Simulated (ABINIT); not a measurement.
Geometry relaxation of Mg (part 3 of 3)

The same run, continued: Mg (2 atoms in the cell); Kohn-Sham DFT of a periodic cell, revPBE with D3(BJ), JTH PAW PBE v2.0, no spin polarisation (ABINIT 10.8.3); cutoff 408.17 eV, 10×10×5 k-mesh, fermi-dirac of 0.05 eV. The structure derives from an entry of the Crystallography Open Database.

Geometry of the input (Å; fractional positions):
```
3.2093  0.0000  0.0000
-1.6046  2.7793  0.0000
0.0000  0.0000  5.2103
Mg 0.6667  0.3333  0.7500
Mg 0.3333  0.6667  0.2500
```

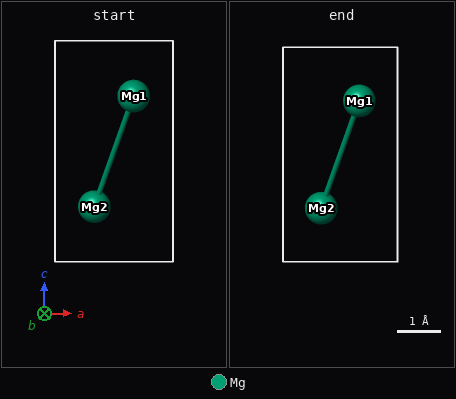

*Before (left) and after (right) the relaxation, at one scale (ball-and-stick view of the cell of the calculation, along the b axis).*

Over 4 geometry steps the energy falls by 20.6 meV per atom. All forces vanish by symmetry, so only the cell relaxes. The atoms keep their places relative to the cell (all moves are under 0.005 Å). The drawn cell changes as follows: a = b 3.209 → 3.116 Å (−2.9 %), c 5.210 → 5.058 Å (−2.9 %); the volume changes by −8.5 %. Among the contacts that change: Mg1–Mg1 3.209 → 3.116 Å, Mg1–Mg2 3.197 → 3.104 Å. The space group stays P6_3/mmc (No. 194). (Atoms are counted from 1 in the order of the input.)

Results in brief:

- outcome: converged
- space group (tolerance 0.01 Å): P6₃/mmc (194)
- electrons treated: 20
- free energy: −3459.2640 eV
- Fermi energy: 4.988 eV
- gap on the k-point mesh: none (metallic)
- pressure: 0.00 GPa
- final volume: 42.52 Å³
- largest force (length of the vector) at the end: under 0.001 eV/Å
- final cell: a = 3.116 Å, b = 3.116 Å, c = 5.058 Å, α = 90.00°, β = 90.00°, γ = 120.00°
- wall time: 63 s
- peak memory: 0.11 GiB
